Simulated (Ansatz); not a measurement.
# WSe₂: single-point calculation

System: WSe₂ (P1, 6 atoms in the cell).
Method: DFT PBE+D3(BJ), scalar-relativistic, plane waves, PAW, PAW set soft_1, no spin polarisation (Ansatz 0.2.0).

The structure derives from a Materials Project entry. Figures and captions count atoms from 1; the log counts them from 0 in places.

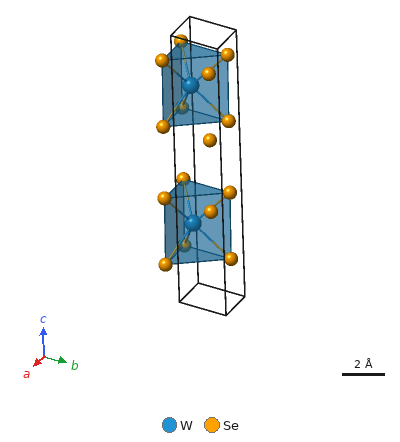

**Figure 1.** The structure as given in the input (polyhedral view of the cell of the calculation, set on other vectors, seen slightly off an axis; polyhedra are completed across the faces of the cell). An atom can appear more than once, as a periodic image.

The input:
```yaml
crystal:
  lattice:
    - [-3.2789854852, 0.0, 0.0]
    - [-1.6394927426, -2.8396847288, 0.0]
    - [-0.9563707665, -1.1832019703, 14.0112373504]
  atoms:
    - { symbol: W, position: [-0.0625, -0.3125, 0.75] }
    - { symbol: W, position: [-0.0208333333, -0.1041666667, 0.25] }
    - { symbol: Se, position: [0.2608102978, -0.0292818443, 0.8702764262] }
    - { symbol: Se, position: [0.3024769645, 0.1790514891, 0.3702764262] }
    - { symbol: Se, position: [0.3225230355, 0.2792818442, 0.1297235738] }
    - { symbol: Se, position: [0.2808563688, 0.0709485109, 0.6297235738] }
basis:
  ecutwfc: 420
kpoints:
  mp_grid: { grid: [9, 9, 2] }
hamiltonian:
  xc: pbe
  pseudopotentials: { kind: paw, azcp: { folder: soft_1 } }
  dispersion: d3bj
scf:
  occupations: { method: gaussian, width: 0.05 }
output:
  forces: true
  stress: true
  eigenvalues: true
  write_density: true
  write_potential: true
  elf: true
  volumetric_format: npy
```

Run on 2 threads of Arm Neoverse N1, 98 GiB of memory available, shared host.

Launched with:
```bash
ansatz run input.yaml --threads 2 --pin off --max-ram 4096MiB --backend cpu --events-out ev --progress --plain --runs-dir out
```

Log:
```
Engine: ansatz 0.2.0, aarch64-unknown-linux-gnu
Pseudopotentials: kind: paw
Pseudopotential: W, paw, valence charge 14, recommended cutoff 420 eV (normal), [file]
Pseudopotential: Se, paw, valence charge 16, recommended cutoff 420 eV (normal), [file]
Functional definition: PBE
  parameter kappa = 0.804
  parameter beta = 0.06672455060314922
  exchange = pbe_x(kappa = kappa, mu = beta*pi^2/3)
  correlation = pbe_c(beta = beta)
Crystal: 6 atoms, lattice volume = 130.463 Å³
Basis set: ecut = 420 eV, 2599 PW (Γ), exchange–correlation on 48×48×192 points (8 copies of the dense FFT grid, shifted against one another)
Bands: 56, of which v1, the nominal top of the filled ones, is band 46 counted from 1 (45 counted from 0)
Symmetry: 1 space group operations
Space group: P1 (ITA 1), of the structure as read, at distance tolerance 5.1e-5 Å
k-points: 82 of 162 (time reversal used)
Non-local potential: W, projectors of the file, l = 0: 3, l = 1: 2, l = 2: 2, l = 3: 1
Non-local potential: Se, projectors of the file, l = 0: 2, l = 1: 2, l = 2: 3, l = 3: 1
PAW form: soft (Blöchl's): semilocal exchange-correlation on the pseudo side does not see the compensation charge
PAW one-centre angular grid: W, 590 points (default); XC on 64 Gauss nodes
PAW one-centre angular grid: Se, 590 points (default); XC on 64 Gauss nodes
Initial density: superposition of atomic densities (chi_scale 0.1, normalization cell, long waves kept (reshape's long-wave potential 0.05 eV rms))
Initial wavefunctions: pseudopotential atomic-orbital guess
Functional: x = pbe(κ = 0.804, μ = 0.2195149727645171), c = pbe(β = 0.06672455060314922)
SCF iter   1: F=—  HF=-42655.150540 eV  |F-HF|=—  |Δ(HF+E_count)|=         —  Δρ=3.49e-2  dr2=5.97e0  ethr=3.10e-3  ⟨swp⟩=6.8  Hψ=16988  notcnv=0  defer=1
preconditioner: auto → Resta (q_TF=auto, 2.574 Å⁻¹)  ε∞=5.8  [insulator: Δε(μ)=1.201 eV  Ē_g=8.938 eV  σ=0.050 eV  W_gap=1.00  n_scr=46 (ndim 8)  ℏωp=19.5 eV  f_vac=0.106  D(μ)=0.00/eV (n_scr^D=0)  ε∞_Penn≈5.8]
SCF iter   2: F=—  HF=-42654.297779 eV  |F-HF|=—  |Δ(HF+E_count)|=   8.53e-1  Δρ=2.21e-2  dr2=8.65e-1  ethr=3.10e-3  ⟨swp⟩=2.6  Hψ=6398  notcnv=0  defer=222
SCF iter   3: F=—  HF=-42654.106123 eV  |F-HF|=—  |Δ(HF+E_count)|=   1.92e-1  Δρ=8.76e-3  dr2=3.04e-1  ethr=9.41e-4  ⟨swp⟩=2.1  Hψ=6158  notcnv=0  defer=222
SCF iter   4: F=—  HF=-42654.053753 eV  |F-HF|=—  |Δ(HF+E_count)|=   5.24e-2  Δρ=2.48e-3  dr2=1.29e-2  ethr=3.31e-4  ⟨swp⟩=2.3  Hψ=6157  notcnv=0  defer=222
SCF iter   5: F=—  HF=-42654.056158 eV  |F-HF|=—  |Δ(HF+E_count)|=   2.40e-3  Δρ=1.07e-3  dr2=3.04e-3  ethr=1.40e-5  ⟨swp⟩=2.0  Hψ=8968  notcnv=0  defer=222
SCF iter   6: F=—  HF=-42654.057918 eV  |F-HF|=—  |Δ(HF+E_count)|=   1.76e-3  Δρ=4.68e-4  dr2=3.59e-4  ethr=3.30e-6  ⟨swp⟩=2.0  Hψ=7937  notcnv=0  defer=222
SCF iter   7: F=—  HF=-42654.058591 eV  |F-HF|=—  |Δ(HF+E_count)|=   6.73e-4  Δρ=1.13e-4  dr2=2.03e-5  ethr=3.90e-7  ⟨swp⟩=2.1  Hψ=5856  notcnv=0  defer=222
SCF iter   8: F=—  HF=-42654.058628 eV  |F-HF|=—  |Δ(HF+E_count)|=   3.71e-5  Δρ=5.15e-5  dr2=1.33e-5  ethr=2.20e-8  ⟨swp⟩=2.0  Hψ=8095  notcnv=0  defer=222
SCF iter   9: F=—  HF=-42654.058633 eV  |F-HF|=—  |Δ(HF+E_count)|=   4.68e-6  Δρ=2.44e-5  dr2=4.79e-6  ethr=1.44e-8  ⟨swp⟩=2.0  Hψ=5536  notcnv=0  defer=222
SCF iter  10: F=—  HF=-42654.058633 eV  |F-HF|=—  |Δ(HF+E_count)|=   7.05e-7  Δρ=1.16e-5  dr2=7.38e-7  ethr=5.20e-9  ⟨swp⟩=2.0  Hψ=5306  notcnv=0  defer=222
SCF iter  11: F=-42654.058634 eV  HF=-42654.058634 eV  |F-HF|=4.59e-8  |Δ(HF+E_count)|=   1.33e-7  Δρ=2.47e-6  dr2=5.32e-8  ethr=1.09e-10  ⟨swp⟩=14.3  Hψ=33141  notcnv=0
SCF 1 converged in 11 iterations: F = -42654.058634 eV  dr2 = 5.32e-8
  greatest PAW one-centre occupation: 1.000 electrons in one spin orbital (limit 2), on the Se atom at site 4 (counted from 0), in its partial waves of l = 2
```

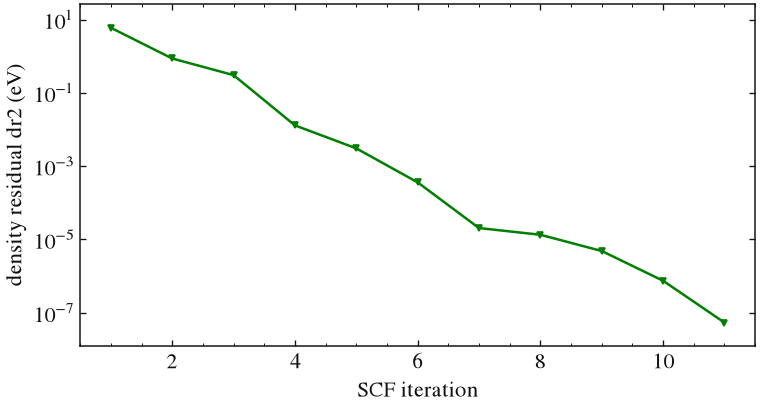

**Figure 2.** Convergence of the self-consistent field: density residual dr2 against the SCF iteration. The residual falls at every step.

```
SCF converged after 11 iterations
Free energy (F): -42654.058634 eV
Harris-Foulkes:  -42654.058634 eV  (|F-HF|=4.59e-8)
Internal energy: -42654.058634 eV  (E = F + TS)
E sigma→0 (E₀):  -42654.058634 eV
Fermi energy:    11.832916 eV
--- Per-component energies (eV) ---
  E_band       = -1824.760693
  E_kinetic    = 1289.579773
  E_local      = -13709.738858  (includes V_loc(G=0)·N_el)
  E_nonlocal   = -1467.668777
  E_hartree    = 6982.631766
  E_xc         = -877.665417
  E_vxc        = -826.875157  (∫ρ·V_xc dr)
  E_paw        = -25674.992811  (= ΣΔE_a)
  E_vpaw       = -1075.321143  (= ΣTr[D̂ρ^β])
  E_aug_tail   = -0.001233  (compensation charges beyond the density's cutoff)
  E_ewald      = -9193.608993
  E_disp       = -2.594083  (pairwise vdW)
  E_smearing   = -0.000000  (= −TS)
  E_closure    = 0.000000  (closes the sum)
  Σ components = -42654.058634   (vs F -42654.058634, Δ=0.00e0)
--- Forces (eV/Å), atoms counted from 1 ---
  atom   1  W      0.00271738     0.00087885     0.02473513
  atom   2  W     -0.00153679    -0.00151251    -0.02247376
  atom   3  Se     0.00589526     0.00539441     0.10420750
  atom   4  Se     0.00117353    -0.00035054    -0.00251859
  atom   5  Se    -0.00907120    -0.00378750    -0.10579743
  atom   6  Se     0.00082023    -0.00062188     0.00184773
  max |Σ_I F_I| component: 1.59e-6 eV/Å
--- Stress (GPa, compression-positive) ---
       -0.015288       0.043888      -0.049962
        0.043888       0.027350      -0.029611
       -0.049962      -0.029611      -0.708668
  P = ⅓ Tr σ = -0.2322 GPa (-2.322 kbar)
--- Band table (eV; the first three rows and the last of 82) ---
  k-point 0: bands = ["-62.8686", "-62.8655", "-36.4417", "-36.4416", "-36.4383", "-36.4382", "-36.4351", "-36.4351", "-36.4317", "-36.4317", "-36.4107", "-36.4105", "-36.4071", "-36.4070", "-36.4054", "-36.4053", "-36.4020", "-36.4019", "-36.3980", "-36.3944", "-36.3928", "-36.3894", "-27.1337", "-27.1304", "-26.9868", "-26.9866", "-26.9837", "-26.9835", "-3.7886", "-3.6889", "-2.5863", "-2.4138", "4.5190", "5.1134", "8.0646", "8.8094", "8.8121", "8.8153", "8.8179", "9.6979", "9.9401", "9.9462", "9.9496", "9.9558", "10.2827", "11.1458", "14.0778", "14.0918", "14.0984", "14.1388", "14.2243", "14.2747", "14.2770", "14.3015", "15.7783", "16.5218"]
  k-point 1: bands = ["-62.8686", "-62.8655", "-36.4417", "-36.4416", "-36.4383", "-36.4382", "-36.4351", "-36.4351", "-36.4317", "-36.4317", "-36.4107", "-36.4105", "-36.4071", "-36.4070", "-36.4054", "-36.4053", "-36.4020", "-36.4019", "-36.3980", "-36.3944", "-36.3928", "-36.3894", "-27.1337", "-27.1304", "-26.9868", "-26.9866", "-26.9837", "-26.9835", "-3.7452", "-3.7383", "-2.5023", "-2.4928", "4.7703", "4.7998", "8.7062", "8.7647", "8.8077", "8.8108", "8.8164", "8.8200", "9.9360", "9.9431", "9.9527", "9.9597", "10.8680", "10.9129", "14.0654", "14.0850", "14.1224", "14.1562", "14.2005", "14.2455", "14.2894", "14.3201", "16.1479", "16.1505"]
  k-point 2: bands = ["-62.8674", "-62.8642", "-36.4417", "-36.4411", "-36.4382", "-36.4377", "-36.4351", "-36.4346", "-36.4317", "-36.4312", "-36.4109", "-36.4106", "-36.4073", "-36.4071", "-36.4056", "-36.4054", "-36.4022", "-36.4020", "-36.3977", "-36.3941", "-36.3926", "-36.3891", "-27.1279", "-27.1246", "-27.0153", "-27.0123", "-26.9933", "-26.9902", "-3.6013", "-3.5026", "-2.4862", "-2.3219", "4.7598", "5.3512", "7.8878", "8.2661", "8.2738", "8.9298", "8.9904", "8.9983", "9.6364", "9.6491", "9.7743", "10.2324", "10.3436", "10.9678", "13.4313", "13.7147", "13.8178", "13.8891", "13.9996", "14.0571", "14.3928", "14.4409", "16.6775", "17.4008"]
  k-point 81: bands = ["-62.8577", "-62.8545", "-36.4414", "-36.4379", "-36.4373", "-36.4348", "-36.4339", "-36.4313", "-36.4308", "-36.4274", "-36.4123", "-36.4115", "-36.4087", "-36.4079", "-36.4071", "-36.4061", "-36.4037", "-36.4027", "-36.3957", "-36.3921", "-36.3905", "-36.3870", "-27.2180", "-27.2149", "-27.0824", "-27.0791", "-27.0610", "-27.0578", "-1.6560", "-1.6346", "-1.4534", "-1.4337", "4.8655", "4.8846", "5.8699", "5.8982", "6.8645", "6.9460", "7.9339", "7.9669", "8.7563", "8.9088", "9.0611", "9.1987", "10.6019", "10.6510", "13.4944", "13.5200", "14.0292", "14.0719", "14.7025", "14.9460", "14.9865", "15.0801", "15.9147", "16.0740"]
```

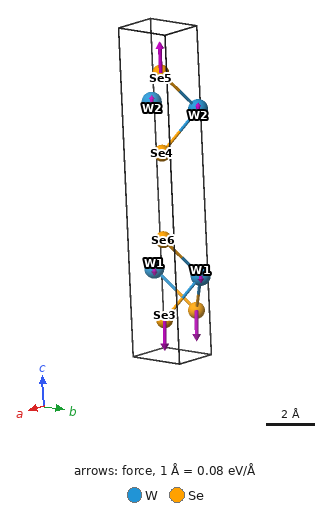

**Figure 3.** Forces on the atoms as pink arrows (ball-and-stick view of the cell of the calculation, set on other vectors, seen slightly off an axis; atoms are numbered from 1 in the order of the input); the smallest are left out. The largest act on Se3, Se5 (0.11 eV/Å). The geometry is not a stationary point of this energy.

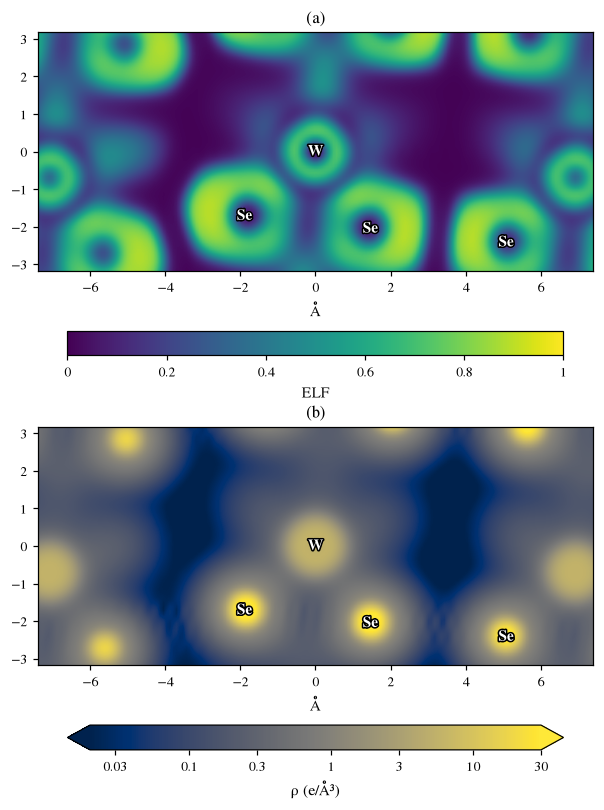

**Figure 4.** (a) ELF; (b) valence electron density on the (11̄0) plane of the conventional cell. The section cuts through W and Se sites. W–Se (2.53 Å): ρ at the midpoint is about 0.55 e/Å³; the ELF is about 0.55 at the midpoint. Away from the nuclei the density in this plane falls to 0.008 e/Å³ at its lowest. The strong features right at W lie inside the PAW spheres (semicore, d or f shells) and say nothing about bonding. Core electrons are frozen (PAW), so the fields are smoothed inside the atomic spheres.

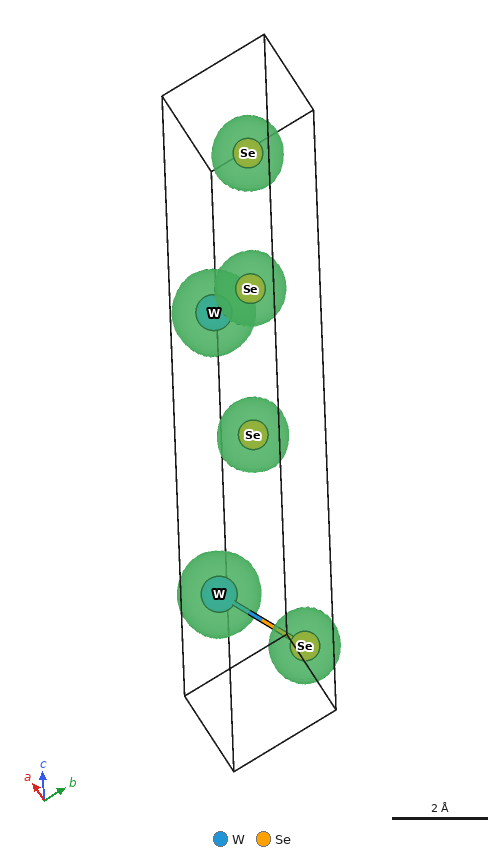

**Figure 5.** Isosurface of the valence pseudo-density at 1 e/Å³ (green), seen at an oblique angle. Sticks mark near contacts. The outline is the cell set on symmetry axes. At this value the density breaks into separate islands; it holds about 70 % of the electrons treated as valence (semicore included). It is pinched off along the W–Se (2.53 Å) contacts. On the grid the lowest density along these lines, outside the cores, is 0.55 e/Å³ (W–Se, 2.53 Å).

Key numbers:

| quantity | value |
| --- | --- |
| outcome | converged |
| space group (tolerance 0.01 Å) | P1 (1) |
| electrons treated | 92 |
| free energy | −42654.0586 eV |
| Fermi energy | 11.833 eV |
| gap on the k-point mesh | 1.38 eV |
| pressure | −0.23 GPa |
| largest force (length of the vector) | 0.106 eV/Å |
| wall time | 77 s (CPU time 2.5 min) |
| peak memory | 0.66 GiB |

Spin–orbit coupling is left out, which matters for W.
